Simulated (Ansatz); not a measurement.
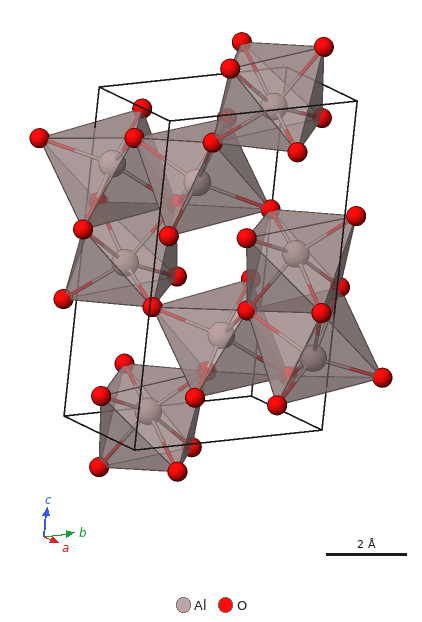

**Figure 1.** The structure as given in the input (polyhedral view of the cell of the calculation, set on other vectors, seen slightly off an axis; polyhedra are completed across the faces of the cell).

**Geometry relaxation of Al$_{2}$O$_{3}$ (part 1 of 2)**

System: Al$_{2}$O$_{3}$ (P1, 20 atoms in the cell).
Method: DFT PBE, scalar-relativistic, plane waves, PAW, no spin polarisation (Ansatz 0.2.0).

The structure derives from a Materials Project entry. It belongs to a series of runs on one base structure; here: the perfect supercell shaken and relaxed.

## Input
```yaml
crystal:
  lattice:
    - [-4.8085976108, 0.0, 0.0]
    - [-2.4042988054, -4.1643676875, 0.0]
    - [-2.4042988054, -1.3881225625, 8.7498234898]
  atoms:
    - { symbol: Al, position: [0.4165027561, 0.4350788196, 0.7281867958] }
    - { symbol: Al, position: [0.9351404331, 0.908603552, 0.2167927496] }
    - { symbol: Al, position: [0.3274830436, 0.3341412458, 0.0273220853] }
    - { symbol: Al, position: [0.8284391046, 0.8211224722, 0.5275080554] }
    - { symbol: Al, position: [0.1745737026, 0.1856727523, 0.4728587327] }
    - { symbol: Al, position: [0.6824061264, 0.6704595233, 0.9693854163] }
    - { symbol: Al, position: [0.0818739443, 0.0651804826, 0.7706311777] }
    - { symbol: Al, position: [0.5703632996, 0.5778275121, 0.2704617908] }
    - { symbol: O, position: [0.1838650028, 0.8597821339, 0.3795223331] }
    - { symbol: O, position: [0.6736567973, 0.3687503288, 0.8730409971] }
    - { symbol: O, position: [0.6124535464, 0.9264270774, 0.1329699923] }
    - { symbol: O, position: [0.1281553478, 0.4136556874, 0.6253600025] }
    - { symbol: O, position: [0.864045474, 0.5907434795, 0.380874912] }
    - { symbol: O, position: [0.3761708572, 0.0759776159, 0.8773849267] }
    - { symbol: O, position: [0.5834018311, 0.1786820073, 0.3745898358] }
    - { symbol: O, position: [0.0759652209, 0.6882466688, 0.877491437] }
    - { symbol: O, position: [0.9422613431, 0.3131976445, 0.1280376317] }
    - { symbol: O, position: [0.4351358413, 0.8149145194, 0.6298698516] }
    - { symbol: O, position: [0.3248170074, 0.6145884342, 0.1320656693] }
    - { symbol: O, position: [0.8204448592, 0.1200933091, 0.6232767865] }
basis:
  ecutwfc: 420
  xc_grid: 2
kpoints:
  mp_grid: { grid: [3, 3, 3], shift: [0.0, 0.0, 0.0] }
hamiltonian:
  xc: pbe
scf:
  occupations: { method: gaussian, width: 0.02 }
output:
  forces: true
  stress: false
  eigenvalues: true
relax:
  adjacent_minimum: "off"
  f_tol: 0.03
  max_steps: 25
```

Hardware: 8 threads of Intel Xeon, 189 GiB of memory available, shared host.

Launched with:
```bash
ansatz run input.yaml --threads 8 --pin off --max-ram 14336MiB --backend cpu --events-out ev --progress --plain --runs-dir out
```

## The program's output
```
Engine: ansatz 0.2.0, x86_64-unknown-linux-gnu
Pseudopotentials: kind: paw
Pseudopotential: Al, paw, valence charge 3, recommended cutoff 420 eV (normal), Al.paw.azcp
Pseudopotential: O, paw, valence charge 6, recommended cutoff 420 eV (normal), O.paw.azcp
Functional definition: PBE
  parameter kappa = 0.804
  parameter beta = 0.06672455060314922
  exchange = pbe_x(kappa = kappa, mu = beta*pi^2/3)
  correlation = pbe_c(beta = beta)
Crystal: 20 atoms, lattice volume = 175.213 Å³
Basis set: ecut = 420 eV, 3407 PW (Γ), exchange–correlation on 72×72×128 points (8 copies of the dense FFT grid, shifted against one another)
Bands: 68, of which v1, the nominal top of the filled ones, is band 48 counted from 1 (47 counted from 0)
Symmetry: 1 space group operations
Space group: P1 (ITA 1), of the structure as read, at distance tolerance 5.6e-5 Å
k-points: 14 of 27 (time reversal used)
Non-local potential: Al, projectors of the file, l = 0: 2, l = 1: 2, l = 2: 1
Non-local potential: O, projectors of the file, l = 0: 2, l = 1: 2, l = 2: 1
PAW form: soft (Blöchl's): semilocal exchange-correlation on the pseudo side does not see the compensation charge
PAW one-centre angular grid: Al, 110 points (default); XC on 64 Gauss nodes
PAW one-centre angular grid: O, 110 points (default); XC on 64 Gauss nodes
Initial density: superposition of atomic densities (neutral atoms: chi_scale 0, normalization atom), corrected by the library's trained network
Initial wavefunctions: pseudopotential atomic-orbital guess
Functional: x = pbe(κ = 0.804, μ = 0.2195149727645171), c = pbe(β = 0.06672455060314922)
SCF iter   1: F=—  HF=-11138.385576 eV  |F-HF|=—  |Δ(HF+E_count)|=         —  Δρ=1.72e-3  dr2=3.09e-3  ethr=1.77e-3  ⟨swp⟩=7.0  Hψ=4550  notcnv=0  defer=88
preconditioner: auto → Resta (q_TF=auto, 2.468 Å⁻¹)  ε∞=3.6  [insulator: Δε(μ)=5.307 eV  Ē_g=17.160 eV  σ=0.020 eV  W_gap=1.00  n_scr=42 (ndim 8)  ℏωp=27.5 eV  f_vac=0.000  D(μ)=0.00/eV (n_scr^D=0)  ε∞_Penn≈3.6]
SCF iter   2: F=—  HF=-11138.388100 eV  |F-HF|=—  |Δ(HF+E_count)|=   2.52e-3  Δρ=9.18e-4  dr2=7.81e-4  ethr=3.22e-6  ⟨swp⟩=2.0  Hψ=1859  notcnv=0  defer=199
SCF iter   3: F=—  HF=-11138.389348 eV  |F-HF|=—  |Δ(HF+E_count)|=   1.25e-3  Δρ=2.67e-4  dr2=9.42e-5  ethr=8.14e-7  ⟨swp⟩=2.0  Hψ=1331  notcnv=0  defer=199
iter 4 did not close the SCF: its close was put off for the readings that it lacked (scf_convergence_deferred on its scf_iter line)
SCF iter   4: F=-11138.389382 eV  HF=-11138.389381 eV  |F-HF|=9.14e-7  |Δ(HF+E_count)|=   3.29e-5  Δρ=8.75e-5  dr2=8.27e-6  ethr=9.82e-8  ⟨swp⟩=2.0  Hψ=1299  notcnv=0  defer=199
iter 5 did not close the SCF: its close was put off for the readings that it lacked (scf_convergence_deferred on its scf_iter line)
SCF iter   5: F=-11138.389385 eV  HF=-11138.389384 eV  |F-HF|=5.28e-7  |Δ(HF+E_count)|=   3.02e-6  Δρ=2.48e-5  dr2=7.49e-7  ethr=8.61e-9  ⟨swp⟩=2.0  Hψ=1273  notcnv=0  defer=199
SCF iter   6: F=-11138.389385 eV  HF=-11138.389385 eV  |F-HF|=2.70e-8  |Δ(HF+E_count)|=   6.83e-7  Δρ=7.70e-6  dr2=7.96e-8  ethr=7.80e-10  ⟨swp⟩=12.9  Hψ=4811  notcnv=0
SCF 1 converged in 6 iterations: F = -11138.389385 eV  dr2 = 7.96e-8
  greatest PAW one-centre occupation: 0.861 electrons in one spin orbital (limit 2), on the O atom at site 18 (counted from 0), in its partial waves of l = 0
relax step   1: F+E_penalty+E_count = -11138.38938501 eV  Δ(F+E_penalty+E_count) = +0.000e0 eV  max|allowed force component| = 2.320e0 eV/Å  Δτ_max = 0.0000 Å  (6 SCF iters, dr2 threshold 2.25e-5 eV, accepted)
Initial density: handed on by an earlier stage of this run
Initial wavefunctions: those handed on with the density
iter 1 solved again at ethr=7.95e-5 eV; its pass at ethr=3.10e-3 eV (dr2=7.63e-2 eV) is discarded
SCF iter   1: F=—  HF=-11138.931788 eV  |F-HF|=—  |Δ(HF+E_count)|=         —  Δρ=5.76e-3  dr2=7.71e-2  ethr=7.95e-5  ⟨swp⟩=2.3  Hψ=3111  notcnv=0  defer=195
preconditioner: auto → Resta (q_TF=auto, 2.468 Å⁻¹)  ε∞=3.5  [insulator: Δε(μ)=5.618 eV  Ē_g=17.243 eV  σ=0.020 eV  W_gap=1.00  n_scr=42 (ndim 8)  ℏωp=27.5 eV  f_vac=0.000  D(μ)=0.00/eV (n_scr^D=0)  ε∞_Penn≈3.5]
SCF iter   2: F=—  HF=-11138.910873 eV  |F-HF|=—  |Δ(HF+E_count)|=   2.09e-2  Δρ=2.82e-3  dr2=2.01e-2  ethr=7.95e-5  ⟨swp⟩=3.9  Hψ=1388  notcnv=0  defer=195
SCF iter   3: F=—  HF=-11138.904539 eV  |F-HF|=—  |Δ(HF+E_count)|=   6.33e-3  Δρ=1.13e-3  dr2=1.78e-3  ethr=2.09e-5  ⟨swp⟩=2.8  Hψ=1533  notcnv=0  defer=195
SCF iter   4: F=—  HF=-11138.904118 eV  |F-HF|=—  |Δ(HF+E_count)|=   4.21e-4  Δρ=2.98e-4  dr2=1.52e-4  ethr=1.85e-6  ⟨swp⟩=2.2  Hψ=1299  notcnv=0  defer=195
SCF iter   5: F=-11138.904092 eV  HF=-11138.904094 eV  |F-HF|=2.34e-6  |Δ(HF+E_count)|=   2.36e-5  Δρ=7.04e-5  dr2=8.00e-6  ethr=1.04e-7  ⟨swp⟩=14.4  Hψ=5576  notcnv=0
SCF 2 converged in 5 iterations: F = -11138.904092 eV  dr2 = 8.00e-6
  greatest PAW one-centre occupation: 0.860 electrons in one spin orbital (limit 2), on the O atom at site 18 (counted from 0), in its partial waves of l = 0
relax step   2: F+E_penalty+E_count = -11138.90409193 eV  Δ(F+E_penalty+E_count) = -5.147e-1 eV  max|allowed force component| = 1.246e0 eV/Å  Δτ_max = 0.0518 Å  (5 SCF iters, dr2 threshold 1.00e-4 eV, accepted)
SCF iter   1: F=—  HF=-11139.262848 eV  |F-HF|=—  |Δ(HF+E_count)|=         —  Δρ=8.14e-3  dr2=1.32e-1  ethr=1.44e-3  ⟨swp⟩=4.5  Hψ=2434  notcnv=0  defer=185
preconditioner: auto → Resta (q_TF=auto, 2.468 Å⁻¹)  ε∞=3.5  [insulator: Δε(μ)=5.832 eV  Ē_g=17.229 eV  σ=0.020 eV  W_gap=1.00  n_scr=42 (ndim 8)  ℏωp=27.5 eV  f_vac=0.000  D(μ)=0.00/eV (n_scr^D=0)  ε∞_Penn≈3.5]
SCF iter   2: F=—  HF=-11139.224379 eV  |F-HF|=—  |Δ(HF+E_count)|=   3.85e-2  Δρ=4.12e-3  dr2=3.48e-2  ethr=1.37e-4  ⟨swp⟩=2.4  Hψ=1206  notcnv=0  defer=185
SCF iter   3: F=—  HF=-11139.213514 eV  |F-HF|=—  |Δ(HF+E_count)|=   1.09e-2  Δρ=1.56e-3  dr2=2.91e-3  ethr=3.63e-5  ⟨swp⟩=3.0  Hψ=1445  notcnv=0  defer=185
SCF iter   4: F=—  HF=-11139.212875 eV  |F-HF|=—  |Δ(HF+E_count)|=   6.39e-4  Δρ=4.27e-4  dr2=2.17e-4  ethr=3.03e-6  ⟨swp⟩=2.1  Hψ=1421  notcnv=0  defer=185
SCF iter   5: F=-11139.212874 eV  HF=-11139.212874 eV  |F-HF|=4.04e-7  |Δ(HF+E_count)|=   7.06e-7  Δρ=6.99e-5  dr2=7.92e-6  ethr=1.01e-7  ⟨swp⟩=14.6  Hψ=5918  notcnv=0
SCF 3 converged in 5 iterations: F = -11139.212874 eV  dr2 = 7.92e-6
  greatest PAW one-centre occupation: 0.858 electrons in one spin orbital (limit 2), on the O atom at site 18 (counted from 0), in its partial waves of l = 0
relax step   3: F+E_penalty+E_count = -11139.21287386 eV  Δ(F+E_penalty+E_count) = -3.088e-1 eV  max|allowed force component| = 2.673e-2 eV/Å  Δτ_max = 0.0742 Å  (5 SCF iters, dr2 threshold 9.70e-5 eV, accepted)
iter 1 solved again at ethr=8.24e-9 eV; its pass at ethr=3.10e-3 eV (dr2=7.91e-6 eV) is discarded
SCF iter   1: F=—  HF=-11139.213026 eV  |F-HF|=—  |Δ(HF+E_count)|=         —  Δρ=6.99e-5  dr2=7.92e-6  ethr=8.24e-9  ⟨swp⟩=1.0  Hψ=2324  notcnv=0
preconditioner: auto → Resta (q_TF=auto, 2.468 Å⁻¹)  ε∞=3.5  [insulator: Δε(μ)=5.850 eV  Ē_g=17.232 eV  σ=0.020 eV  W_gap=1.00  n_scr=42 (ndim 8)  ℏωp=27.5 eV  f_vac=0.000  D(μ)=0.00/eV (n_scr^D=0)  ε∞_Penn≈3.5]
SCF iter   2: F=—  HF=-11139.212875 eV  |F-HF|=—  |Δ(HF+E_count)|=   1.51e-4  Δρ=3.73e-5  dr2=2.79e-6  ethr=8.24e-9  ⟨swp⟩=2.0  Hψ=1297  notcnv=0
SCF iter   3: F=—  HF=-11139.212876 eV  |F-HF|=—  |Δ(HF+E_count)|=   9.06e-7  Δρ=2.21e-5  dr2=7.20e-7  ethr=2.90e-9  ⟨swp⟩=2.0  Hψ=1166  notcnv=0
SCF iter   4: F=-11139.212876 eV  HF=-11139.212876 eV  |F-HF|=2.06e-9  |Δ(HF+E_count)|=   1.74e-8  Δρ=2.92e-6  dr2=1.04e-8  ethr=1.04e-10  ⟨swp⟩=5.9  Hψ=4251  notcnv=0
SCF 4 converged in 4 iterations: F = -11139.212876 eV  dr2 = 1.04e-8
  greatest PAW one-centre occupation: 0.858 electrons in one spin orbital (limit 2), on the O atom at site 17 (counted from 0), in its partial waves of l = 0
relax step   4: F+E_penalty+E_count = -11139.21287582 eV  Δ(F+E_penalty+E_count) = -1.956e-6 eV  max|allowed force component| = 2.697e-2 eV/Å  Δτ_max = 0.0000 Å  (4 SCF iters, accepted)
```

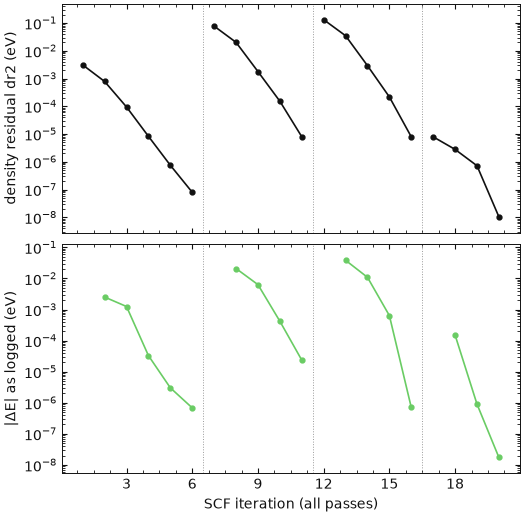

**Figure 2.** Convergence of the self-consistent field: density residual dr2 and size of the energy change against the SCF iteration. The dotted lines part the SCF passes of the relaxation: geometry steps, rejected trials and re-solves on a re-selected basis. The passes take 6, 5, 5 and 4 iterations.

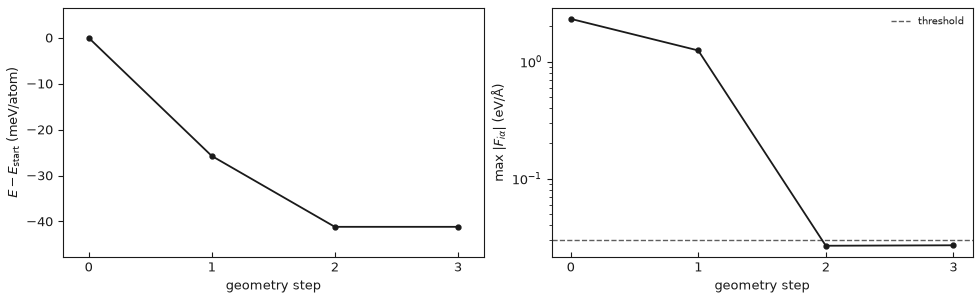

**Figure 3.** Progress of the relaxation, step by step (the first geometry is step 0 here and step 1 in the log).

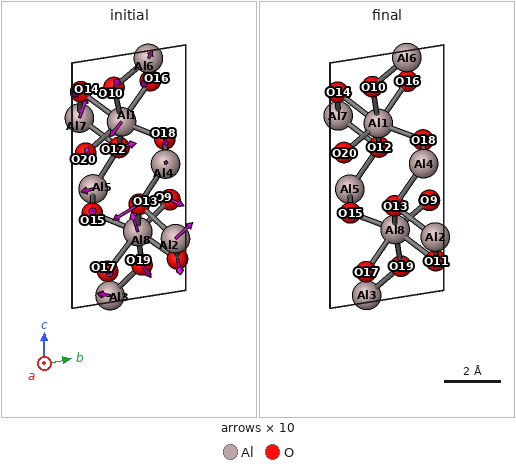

**Figure 4.** Before (left) and after (right) the relaxation, at one scale (ball-and-stick view of the cell of the calculation, along the a axis). The pink arrows give the displacements, magnified 10 times. The energy falls by 41.2 meV per atom in 3 geometry steps. The largest force component goes from 2.3 to 0.027 eV/Å. O13 moves most: 0.11 Å. Largest moves by element: O 0.11 Å, Al 0.09 Å. The lattice vectors keep their values. Distances before and after: Al8–O19 1.871 → 1.990 Å, Al4–O13 1.881 → 1.991 Å, Al8–O13 1.974 → 1.874 Å, Al5–O12 1.899 → 1.994 Å. Among the angles that change: O13–Al2–O17 155.7° → 164.1°, O9–Al8–O17 171.2° → 164.2°, O11–Al2–O19 108.1° → 101.3°. The space group (tolerance 0.01 Å) goes from P1 (No. 1) to R-3c (No. 167). (Atoms are counted from 1 in the order of the input.)

```
SCF converged after 4 iterations
Free energy (F): -11139.212876 eV
Harris-Foulkes:  -11139.212876 eV  (|F-HF|=2.06e-9)
Internal energy: -11139.212876 eV  (E = F + TS)
E sigma→0 (E₀):  -11139.212876 eV
Fermi energy:    10.284139 eV
--- Per-component energies (eV) ---
  E_band       = 105.965962
  E_kinetic    = 2356.718542
  E_local      = -4017.027814  (includes V_loc(G=0)·N_el)
  E_nonlocal   = 646.750664
  E_hartree    = 1487.708480
  E_xc         = -1224.587175
  E_vxc        = -1390.783566  (∫ρ·V_xc dr)
  E_paw        = -5641.957033  (= ΣΔE_a)
  E_vpaw       = -465.142219  (= ΣTr[D̂ρ^β])
  E_aug_tail   = 0.030285  (compensation charges beyond the density's cutoff)
  E_ewald      = -4746.848824
  E_smearing   = -0.000000  (= −TS)
  E_closure    = 0.000000  (closes the sum)
  Σ components = -11139.212876   (vs F -11139.212876, Δ=0.00e0)
--- Forces (eV/Å), atoms counted from 1 ---
  atom   1  Al    -0.00203478     0.00075236     0.01671416
  atom   2  Al    -0.00081352     0.00316847     0.02436556
  atom   3  Al     0.00230181     0.00564285    -0.00676558
  atom   4  Al     0.00143161     0.00240529    -0.00921680
  atom   5  Al    -0.00427835    -0.00450134     0.02696760
  atom   6  Al    -0.00232417    -0.00218636     0.02148768
  atom   7  Al     0.00317665    -0.00345600    -0.00157956
  atom   8  Al    -0.00350337    -0.00003847    -0.00044934
  atom   9  O     -0.00768667    -0.00573128    -0.00353837
  atom  10  O     -0.00024636     0.00253225    -0.00055398
  atom  11  O     -0.00524419    -0.00188178    -0.01270786
  atom  12  O      0.00295671     0.00076239    -0.01081146
  atom  13  O     -0.00222561     0.00133896    -0.00958894
  atom  14  O      0.00519841     0.00807675    -0.00702547
  atom  15  O      0.00253739    -0.00428913    -0.00413337
  atom  16  O      0.00684285    -0.00477401    -0.00640912
  atom  17  O     -0.00162726     0.00473247    -0.00498905
  atom  18  O      0.00024246     0.00679281    -0.00702634
  atom  19  O      0.00329822    -0.00362365    -0.00441054
  atom  20  O      0.00200162    -0.00573228    -0.00035237
  max |Σ_I F_I| component: 2.32e-5 eV/Å
--- Band table (eV; the first three rows and the last of 14) ---
```
